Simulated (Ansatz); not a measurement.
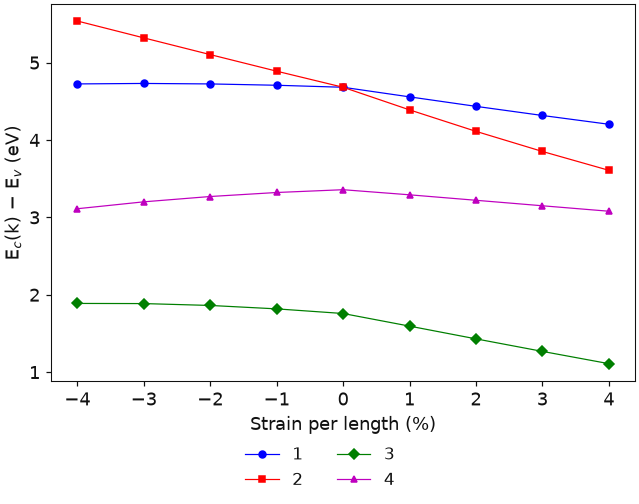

Lowest conduction level at each named k point, counted from the valence-band top at Γ. The curves are numbered.

System: zincblende GaN, space group F-43m (No. 216), 2 atoms in the primitive cell, relaxed with r2SCAN; unstrained, cubic a = 4.498 Å. The cell is strained biaxially in the (111) plane; the length along [111] and the atoms are relaxed again with r2SCAN. Points keep the names of the unstrained cell; those that the strain makes unlike carry their directions on the cubic axes x, y, z. Ansatz; PBE, Ansatz PAW set, no spin polarisation, no spin-orbit coupling, 10×10×10 k mesh, 420 eV cutoff, Fermi-Dirac smearing of 0.02 eV.

Q: Which curve belongs to which k point: L [111], L [1−1−1]/[1−11]/[11−1], X and Γ?

A: 1 is L [1−1−1]/[1−11]/[11−1]; 2 is L [111]; 3 is Γ; 4 is X. Γ falls by 0.78 eV, X goes from 3.11 through a maximum of 3.36 eV near 0 % to 3.08 eV, L [1−1−1]/[1−11]/[11−1] falls by 0.52 eV and L [111] falls by 1.93 eV.

Q: Which of these conduction levels is lowest, and does that change?

A: The lowest is the one at Γ, over the whole range, so among these points the gap stays direct.

The strain splits the threefold valence top at Γ, and levels count from its highest part. LDA, GGA and most meta-GGA functionals understate gaps. The usual form of GaN is wurtzite.
